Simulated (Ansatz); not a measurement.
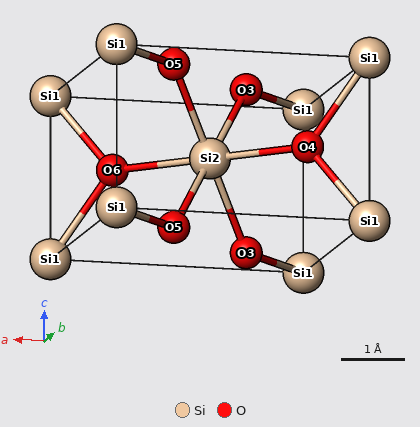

*The input geometry (ball-and-stick view of the cell of the calculation, seen at an oblique angle; atoms are numbered from 1 in the order of the input).*

Near neighbours in the crystal (not all of them lie inside the picture): Si has 6 O at 1.76 to 1.81 Å; O has 3 Si at 1.76 to 1.81 Å.

**SiO2: single-point calculation**

System: SiO2 (6 atoms in the cell).
Method: DFT, HSE06, plane waves, PAW, no spin polarisation (Ansatz 0.2.0).

The structure derives from an entry of the Crystallography Open Database. The geometry comes from this level: r2SCAN. Figures and captions count atoms from 1; the log counts them from 0 in places.

**Input**
```yaml
crystal:
  lattice:
    - [4.1851894793, 0.0, 0.0]
    - [0.0, 4.1851894793, 0.0]
    - [0.0, 0.0, 2.6688395656]
  atoms:
    - { symbol: Si, position: [0.0, 0.0, 0.0] }
    - { symbol: Si, position: [0.5, 0.5, 0.5] }
    - { symbol: O, position: [0.3061010396, 0.3061010396, 0.0] }
    - { symbol: O, position: [0.1938989604, 0.8061010396, 0.5] }
    - { symbol: O, position: [0.6938989604, 0.6938989604, 0.0] }
    - { symbol: O, position: [0.8061010396, 0.1938989604, 0.5] }
kpoints:
  mp_grid: { grid: [4, 4, 4] }
  band_path:
    path:
      - [0.0, 0.0, 0.0]
      - [0.0, 0.5, 0.0]
      - [0.5, 0.5, 0.0]
      - [0.0, 0.0, 0.5]
      - [0.0, 0.5, 0.5]
      - [0.5, 0.5, 0.5]
    npoints: 1
hamiltonian:
  xc: hse06
scf:
  occupations: { method: fixed }
  n_extra_bands: 5
output:
  forces: true
  stress: true
  eigenvalues: true
  write_density: true
  write_potential: true
  elf: true
  volumetric_format: npy
```

Launched with:
```bash
ansatz run input.yaml --threads 4 --pin off --max-ram 5529MiB --backend cpu --events-out ev --progress --plain --runs-dir out
```

**What the program printed**
```
Warning: output.stress: scf.convergence.dr2_threshold = 1e-7 eV (the SCF's general default) is looser than the 6e-10 eV advised for a printed stress (1e-10 eV for each atom of the cell: 6). What an SCF threshold leaves in a stress goes as its square root, and in the free energy as the threshold itself, and one threshold admits the most on a small cell: of the crystals measured, under no hybrid functional and no lock of the moments, on runs that ended without the residual-converged pass, on stresses that held no estimate of that error, the worst erred by over 100 MPa in a component at 1e-7 eV an atom and by under 5 at 1e-10. Set scf.convergence.dr2_threshold to 6e-10 eV or tighter. The threshold is an SCF's pass mark: one that does not reach it within its budget of iterations ends unconverged, or closes short of it on a stop that the run arms, and scf.convergence.dr2_threshold's page says what that costs each kind of run
Warning: output.stress: scf.exx.energy_threshold = 1e-6 eV is looser than the 6e-8 eV advised for a stress under a hybrid functional (1e-8 eV for each atom of the cell: 6). Every SCF of the exchange loop can meet its threshold on dr2 while the loop round them stops early: no threshold on dr2 bounds what that leaves in the stress. Set scf.exx.energy_threshold to 6e-8 eV or tighter. The threshold is the loop's pass mark: a loop that does not reach it within its budget of cycles ends unconverged, and scf.exx.energy_threshold's page has the law
scf.n_extra_bands = 5 over 16 filled bands (N_el = 32.0): the run solves 21 bands
exact exchange: scf.exx.singularity resolves to wigner_seitz, which cuts the screened interaction at the faces of the exchange supercell's Wigner-Seitz cell, so that each pair interacts once, at the shortest of its separations (the periodic images that this leaves out come, for a point-like exchange hole, to about 0.001 eV on a filled level). The cut falls within the interaction's reach, and what an exchange supercell this small leaves in the energy, the band gaps and, where it is computed, the pressure is not bounded here. The exchange supercell (the smallest cell that an SCF of this deck is solved on times the 4×4×4 mesh of the exchange sum) has its nearest image at L = 10.68 Å, 2.22 times the interaction's range 1/ω = 4.81 Å. A denser mesh of the exchange sum (kpoints.mp_grid; where a k-mesh is refused, the cell repeated along its short axes), shrinks what is left. The k-mesh (kpoints.mp_grid) can leave an error of its own, as it does under a semilocal functional: two runs of this structure under PBE, one on that k-mesh and one on a denser one or on the cell repeated (per cell), show about how large it is in the energy; in a metal the hybrid's can be larger than they show. Converge the k-mesh under the hybrid itself. See scf.exx.q_mesh
Engine: ansatz 0.2.0, x86_64-unknown-linux-gnu
Pseudopotentials: kind: paw
Pseudopotential: Si, paw, valence charge 4, recommended cutoff 420 eV (normal), Si.paw.azcp
Pseudopotential: O, paw, valence charge 6, recommended cutoff 420 eV (normal), O.paw.azcp
Functional definition: HSE06
  parameter a = 0.25
  parameter omega = 0.11/bohr
  exchange = pbe_x - a*pbe_x_sr(omega) + a*exact_x_sr(omega)
  correlation = pbe_c
davidson cushion auto → on  (no smearing: the cushion is to keep the highest requested band from converging to the state above it; pin scf.eigensolver.cushion to override)
Crystal: 6 atoms, lattice volume = 46.747 Å³
Basis set: ecut = 420 eV, 913 PW (Γ), exchange–correlation on 60×60×36 points (8 copies of the dense FFT grid, shifted against one another)
Bands: 21, of which v1, the nominal top of the filled ones, is band 16 counted from 1 (15 counted from 0)
Symmetry: 16 space group operations
Space group: P42/mnm (ITA 136), of the structure as read, at distance tolerance 3.6e-5 Å
k-points: 18 of 64
Non-local potential: Si, projectors of the file, l = 0: 2, l = 1: 2, l = 2: 2
Non-local potential: O, projectors of the file, l = 0: 2, l = 1: 2, l = 2: 1
PAW form: soft (Blöchl's): semilocal exchange-correlation on the pseudo side does not see the compensation charge
PAW frozen core: Si, regenerated for the run's functional, and the local potential with it (the file was generated under x = pbe(κ = 0.804, μ = 0.2195149727645171), c = pbe(β = 0.06672455060314922))
PAW frozen core: O, regenerated for the run's functional, and the local potential with it (the file was generated under x = pbe(κ = 0.804, μ = 0.2195149727645171), c = pbe(β = 0.06672455060314922))
PAW one-centre angular grid: Si, 110 points (default); XC on 64 Gauss nodes
PAW one-centre angular grid: O, 110 points (default); XC on 96 Gauss nodes
Initial density: superposition of atomic densities (neutral atoms: chi_scale 0, normalization atom), corrected by the library's trained network
Initial wavefunctions: pseudopotential atomic-orbital guess
Functional: x = pbe(κ = 0.804, μ = 0.2195149727645171), c = pbe(β = 0.06672455060314922), warm-up for x = pbe(κ = 0.804, μ = 0.2195149727645171) + 0.25 (exact − pbe) at short range (hse, ω = 0.20786987370883472 Å⁻¹), c = pbe(β = 0.06672455060314922); HSE06 as pw.x's `hse` composes it (authors' and Libxc's form: `xc: wpbeh`)
SCF iter   1: F=—  HF=-3546.970851 eV  |F-HF|=—  |Δ(HF+E_count)|=         —  Δρ=3.41e-3  dr2=2.17e-3  ethr=1.77e-3  ⟨swp⟩=2.4  Hψ=2833  notcnv=0
preconditioner: auto → none  [insulator: Δε(μ)=5.577 eV  Ē_g=18.375 eV  n_scr=10 (ndim 8)  ℏωp=30.7 eV  f_vac=0.000]
SCF iter   2: F=-3546.970972 eV  HF=-3546.970899 eV  |F-HF|=7.30e-5  |Δ(HF+E_count)|=   4.76e-5  Δρ=1.50e-3  dr2=2.96e-4  ethr=6.79e-6  ⟨swp⟩=4.4  Hψ=1155  notcnv=0  defer=1
SCF 1 stopped early in 2 iterations: F = -3546.970972 eV  dr2 = 2.96e-4
  greatest PAW one-centre occupation: 0.860 electrons in one spin orbital (limit 2), on the O atom at site 4 (counted from 0), in its partial waves of l = 0
Initial density: handed on by an earlier stage of this run
Initial wavefunctions: those handed on with the density
Functional: x = pbe(κ = 0.804, μ = 0.2195149727645171) + 0.25 (exact − pbe) at short range (hse, ω = 0.20786987370883472 Å⁻¹), c = pbe(β = 0.06672455060314922); HSE06 as pw.x's `hse` composes it (authors' and Libxc's form: `xc: wpbeh`)
Exchange kernel: α = 0.2500, screened, ω = 0.2079 Å⁻¹, Wigner–Seitz truncation, v(0) = 1001.7421 eV·Å³, q-mesh 4×4×4, nearest image of the exchange supercell L = 10.68 Å, pair-density grid 30×30×18, without the augmentation charges, whose exchange is taken in its separable form by FFT convolution over the k-point mesh (the finest that the files' search goes to), smooth part of the exact exchange by density-matrix convolution
Frozen-core exchange: fock
SCF iter   1: F=—  HF=-3547.821877 eV  |F-HF|=—  |Δ(HF+E_count)|=         —  Δρ=9.20e-3  dr2=2.19e-2  ethr=9.26e-6  ⟨swp⟩=6.9  Hψ=1836  notcnv=0
preconditioner: auto → none  [insulator: Δε(μ)=7.679 eV  Ē_g=21.079 eV  n_scr=10 (ndim 8)  ℏωp=30.7 eV  f_vac=0.000]
SCF iter   2: F=—  HF=-3547.813273 eV  |F-HF|=—  |Δ(HF+E_count)|=   8.60e-3  Δρ=4.48e-3  dr2=3.98e-3  ethr=9.26e-6  ⟨swp⟩=3.9  Hψ=1178  notcnv=0
SCF iter   3: F=—  HF=-3547.822178 eV  |F-HF|=—  |Δ(HF+E_count)|=   8.91e-3  Δρ=1.56e-3  dr2=1.06e-3  ethr=9.26e-6  ⟨swp⟩=3.5  Hψ=1003  notcnv=0
iter 4 solved again at ethr=2.55e-7 eV; its pass at ethr=3.20e-6 eV (dr2=8.15e-5 eV) is discarded
SCF iter   4: F=—  HF=-3547.821860 eV  |F-HF|=—  |Δ(HF+E_count)|=   3.18e-4  Δρ=5.09e-4  dr2=1.17e-4  ethr=2.55e-7  ⟨swp⟩=2.0  Hψ=1980  notcnv=0
SCF iter   5: F=—  HF=-3547.821829 eV  |F-HF|=—  |Δ(HF+E_count)|=   3.10e-5  Δρ=8.82e-5  dr2=9.44e-6  ethr=2.55e-7  ⟨swp⟩=3.0  Hψ=976  notcnv=0
SCF iter   6: F=—  HF=-3547.821928 eV  |F-HF|=—  |Δ(HF+E_count)|=   9.91e-5  Δρ=1.41e-4  dr2=6.88e-6  ethr=4.75e-9  ⟨swp⟩=5.2  Hψ=1531  notcnv=0  defer=1
SCF iter   7: F=-3547.821921 eV  HF=-3547.821926 eV  |F-HF|=5.11e-6  |Δ(HF+E_count)|=   2.26e-6  Δρ=1.24e-5  dr2=1.30e-7  ethr=4.75e-9  ⟨swp⟩=3.9  Hψ=1241  notcnv=0
SCF 2 stopped early in 7 iterations: F = -3547.821921 eV  dr2 = 1.30e-7
  Residual-converged pass: ⟨swp⟩=3.2  Hψ=971  notcnv=0  max |occ|·‖R‖ = 6.2e-6 eV (tolerance 6.7e-6 eV)  dr2=1.28e-7  dr2_onsite=2.14e-9  max |Δocc| = 0.0e0
  greatest PAW one-centre occupation: 0.864 electrons in one spin orbital (limit 2), on the O atom at site 5 (counted from 0), in its partial waves of l = 0
hybrid outer 1: dexx = +1.116e-2 eV, tail = 1.36e-5 eV
Exchange kernel: α = 0.2500, screened, ω = 0.2079 Å⁻¹, Wigner–Seitz truncation, v(0) = 1001.7421 eV·Å³, q-mesh 4×4×4, nearest image of the exchange supercell L = 10.68 Å, pair-density grid 30×30×18, without the augmentation charges, whose exchange is taken in its separable form by FFT convolution over the k-point mesh (the finest that the files' search goes to), smooth part of the exact exchange by density-matrix convolution
Frozen-core exchange: fock
SCF iter   1: F=—  HF=-3547.821930 eV  |F-HF|=—  |Δ(HF+E_count)|=         —  Δρ=3.22e-5  dr2=1.81e-7  ethr=2.13e-7  ⟨swp⟩=3.4  Hψ=984  notcnv=0
preconditioner: auto → none  [insulator: Δε(μ)=7.661 eV  Ē_g=21.060 eV  n_scr=10 (ndim 8)  ℏωp=30.7 eV  f_vac=0.000]
SCF iter   2: F=—  HF=-3547.821930 eV  |F-HF|=—  |Δ(HF+E_count)|=   3.00e-7  Δρ=2.22e-5  dr2=1.07e-7  ethr=5.12e-10  ⟨swp⟩=5.1  Hψ=1479  notcnv=0  defer=2
SCF iter   3: F=—  HF=-3547.821930 eV  |F-HF|=—  |Δ(HF+E_count)|=   9.97e-9  Δρ=6.58e-6  dr2=4.93e-9  ethr=3.24e-10  ⟨swp⟩=3.1  Hψ=908  notcnv=0
SCF iter   4: F=-3547.821930 eV  HF=-3547.821930 eV  |F-HF|=4.18e-11  |Δ(HF+E_count)|=   4.90e-9  Δρ=4.31e-7  dr2=5.19e-10  ethr=1.40e-11  ⟨swp⟩=4.0  Hψ=1164  notcnv=0
SCF 3 converged in 4 iterations: F = -3547.821930 eV  dr2 = 5.19e-10
  Residual-converged pass: ⟨swp⟩=3.0  Hψ=930  notcnv=0  max |occ|·‖R‖ = 7.7e-7 eV (tolerance 7.7e-7 eV)  dr2=5.24e-10  dr2_onsite=3.73e-12  max |Δocc| = 0.0e0
```

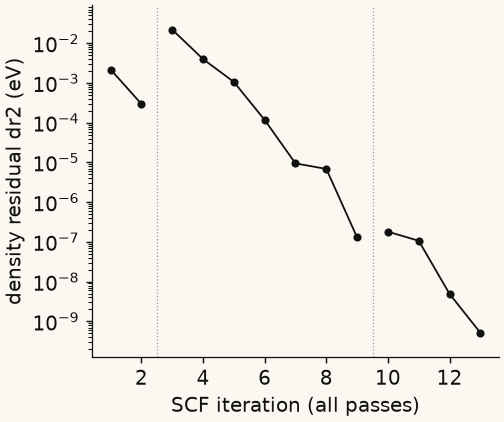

*Convergence of the self-consistent field: density residual dr2 against the SCF iteration. The run starts with a semilocal functional; after that each stretch between dotted lines is one SCF of the hybrid functional between two exact rebuilds of the exchange operator by the outer loop. Early passes are stopped at a loose threshold.*

The passes take 2, 7 and 4 iterations.

```
hybrid outer 2: dexx = +1.641e-7 eV, tail = 4.22e-9 eV, Δε = 1.61e-3 eV (about 3.08e-5 eV left of the loop's levels), ΔF = 1.09e-3 eV/Å (tail 1.89e-4)
NSCF: frozen V_eff on 6 k-points
hybrid SCF converged: 2 outer / 11 inner (+2 warm-up), last move |dexx| = 1.64e-7 eV, tail = 4.22e-9 eV
Stability not checked: this state was not tested for a lower state beside it, because the functional holds exact exchange (a hybrid, or Hartree-Fock), whose exchange loop this test does not read (fock_operator; see scf.lower_state_search)
Free energy (F): -3547.821930 eV
Frozen-core exchange: fock
Harris-Foulkes:  -3547.821930 eV  (|F-HF|=4.18e-11)
Internal energy: -3547.821930 eV  (E = F + TS)
E sigma→0 (E₀):  -3547.821930 eV
Fermi energy:    9.148324 eV
--- Per-component energies (eV) ---
  E_band       = 5.640123
  E_kinetic    = 818.871688
  E_local      = -1220.112596  (includes V_loc(G=0)·N_el)
  E_nonlocal   = 230.304420
  E_hartree    = 435.278762
  E_xc         = -331.570839
  E_vxc        = -383.092735  (∫ρ·V_xc dr)
  E_exx        = -92.760106  (= α·E_x^exact, valence–valence)
  E_paw        = -1650.634326  (= ΣΔE_a)
  E_vpaw       = -125.377853  (= ΣTr[D̂ρ^β])
  E_aug_tail   = 0.010073  (compensation charges beyond the density's cutoff)
  E_ewald      = -1736.984135
  E_core_change = -0.224872  (= ΣΔE_core)
  E_smearing   = -0.000000  (= −TS)
  E_closure    = -0.000001  (closes the sum)
  Σ components = -3547.821930   (vs F -3547.821930, Δ=9.09e-13)
--- Forces (eV/Å), atoms counted from 1 ---
  atom   1  Si     0.00000000     0.00000000     0.00000000
  atom   2  Si     0.00000000     0.00000000     0.00000000
  atom   3  O      0.04325000     0.04325000     0.00000000
  atom   4  O     -0.04325000     0.04325000     0.00000000
  atom   5  O     -0.04325000    -0.04325000    -0.00000000
  atom   6  O      0.04325000    -0.04325000    -0.00000000
  max |Σ_I F_I| component: 4.73e-30 eV/Å
--- Stress (GPa, compression-positive) ---
       -1.745225       0.000000       0.000000
        0.000000      -1.745225       0.000000
        0.000000       0.000000      -2.194132
  P = ⅓ Tr σ = -1.8949 GPa (-18.949 kbar)
--- Band table (eV; the first three rows and the last of 18) ---
  k-point 0: bands = ["-15.0107", "-11.2349", "-11.2349", "-10.9580", "-2.2192", "2.4929", "2.4929", "2.5534", "3.6544", "4.0161", "6.0782", "6.0782", "6.7318", "8.3236", "8.3236", "9.1483", "16.8093", "17.8820", "19.7590", "19.7590", "22.3235"]
  k-point 1: bands = ["-14.1651", "-10.9896", "-10.8417", "-10.8417", "-1.9187", "2.1773", "2.5167", "3.2145", "3.2145", "3.5012", "3.8615", "3.8615", "4.7304", "7.6367", "7.6367", "8.3137", "18.8175", "21.3267", "21.4338", "22.7191", "22.7191"]
  k-point 2: bands = ["-12.1938", "-12.1938", "-10.3905", "-10.3905", "-0.7248", "-0.7248", "2.0366", "2.0366", "2.6998", "2.6998", "4.5305", "4.5305", "5.9205", "5.9205", "6.3189", "6.3189", "20.5162", "20.5162", "24.0956", "24.0956", "24.3036"]
  k-point 17: bands = ["-11.8456", "-11.8456", "-10.6277", "-10.6277", "-2.0677", "-2.0677", "0.6407", "0.6407", "4.5798", "4.5798", "4.6741", "4.6741", "7.3442", "7.3442", "7.4895", "7.4895", "18.4547", "18.4547", "22.3156", "22.3156", "23.0229"]
```

**File bands.tsv**
```
# k_distance	band_0	band_1	band_2	band_3	band_4	band_5	band_6	band_7	band_8	band_9	band_10	band_11	band_12	band_13	band_14	band_15	band_16	band_17	band_18	band_19	band_20
# fermi_ev = 9.148324
# lock_threshold_ev = 1e-6
# [0, 0, 0] at k_distance = 0.000000
# [0, 0.5, 0] at k_distance = 0.750645
# [0.5, 0.5, 0] at k_distance = 1.501291
# [0, 0, 0.5] at k_distance = 3.086406
# [0, 0.5, 0.5] at k_distance = 3.837051
# [0.5, 0.5, 0.5] at k_distance = 4.587696
# levels_relative_to = fermi_ev
# free_energy_ev = -3547.821930
# largest_residual_norms_ev = 1.981e-4 2.042e-4 1.919e-4 2.281e-4 7.287e-4 7.292e-4 8.956e-4 1.142e-3 8.235e-4 7.436e-4 8.305e-4 8.360e-4 1.151e-3 1.156e-3 1.097e-3 1.101e-3 1.367e-3 1.371e-3 1.534e-3 1.538e-3 1.509e-3
0.000000	-24.159014	-20.383218	-20.383218	-20.106311	-11.367513	-6.655387	-6.655387	-6.594936	-5.493896	-5.132269	-3.070137	-3.070137	-2.416511	-0.824680	-0.824680	0.000000	7.660960	8.733636	10.610633	10.610633	13.175220
0.750645	-22.857411	-22.857411	-19.845732	-19.845732	-9.696906	-9.696906	-4.631721	-4.631721	-4.520788	-4.520788	-4.008605	-4.008605	-2.595612	-2.595612	-1.082839	-1.082839	9.891634	9.891634	11.212979	11.212979	13.244838
1.501291	-22.312547	-22.312547	-20.754801	-20.754801	-8.130135	-8.130135	-6.089639	-6.089639	-4.044069	-4.044069	-3.205739	-3.205739	-2.699532	-2.699532	-2.417842	-2.417842	9.575647	9.575647	12.273829	12.273829	15.539883
3.086406	-21.342086	-21.342086	-19.538814	-19.538814	-9.873093	-9.873093	-7.111761	-7.111761	-6.448502	-6.448502	-4.617779	-4.617779	-3.227864	-3.227864	-2.829423	-2.829423	11.367912	11.367912	14.947324	14.947324	15.155227
3.837051	-21.070531	-21.070531	-19.831542	-19.831542	-9.756805	-9.756805	-8.394327	-8.394327	-6.719398	-6.719398	-4.046636	-4.046636	-2.271081	-2.271081	-1.849496	-1.849496	10.981975	10.981975	12.046220	12.046220	14.404308
4.587696	-20.993946	-20.993946	-19.776014	-19.776014	-11.215988	-11.215988	-8.507608	-8.507608	-4.568558	-4.568558	-4.474224	-4.474224	-1.804137	-1.804137	-1.658783	-1.658783	9.306333	9.306333	13.167320	13.167320	13.874544
```

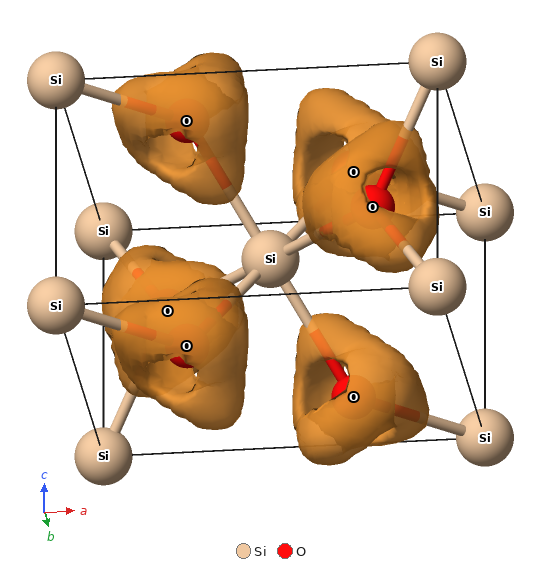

*Isosurface of the ELF at 0.8 (orange), seen at an oblique angle. Core shells and regions of very low density are left out. Sticks mark near contacts. The outline is the cell set on symmetry axes.*

Profiles from the grid: Si–O (1.76 Å): the ELF peaks at about 0.85 between the atoms, which marks a polar covalent bond. Core electrons are frozen (PAW), so the fields are smoothed inside the atomic spheres.

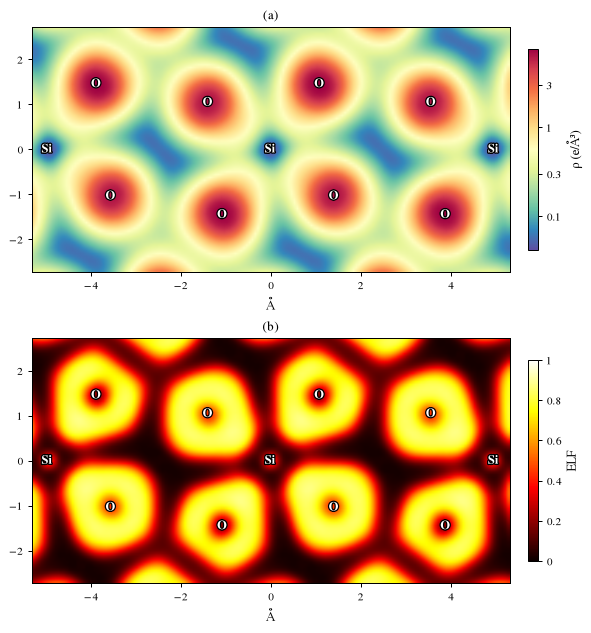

*(a) valence pseudo-density; (b) ELF on the (111) plane of the conventional cell.*

The section cuts through Si and O sites. Si–O (1.76 Å): ρ at the midpoint is about 0.97 e/Å³; the ELF peaks at about 0.85 between the atoms, which marks a polar covalent bond. Si–O (1.81 Å): ρ is about 0.84 e/Å³ halfway; the ELF peaks at about 0.90 between the atoms, which marks a shared but strongly polarised pair. Away from the nuclei the density in this plane falls to 0.06 e/Å³ at its lowest.

**Results in brief**

| quantity | value |
| --- | --- |
| outcome | converged |
| space group (tolerance 0.01 Å) | P4₂/mnm (136) |
| electrons treated | 32 |
| free energy | −3547.8219 eV |
| Fermi energy | 9.148 eV |
| gap on the k-point mesh | 7.66 eV |
| pressure | −1.89 GPa |
| largest force (length of the vector) | 0.061 eV/Å |
| hardware | 4 threads of Intel Xeon @ 2.50GHz (Skylake/Cascade Lake), 96 GiB of memory available, shared host |
| wall time | 20 s (CPU time 68 s) |
| peak memory | 0.84 GiB |

Warnings of the run: the exchange loop's threshold is looser than advised for the stress; the SCF threshold is looser than advised for the printed stress.
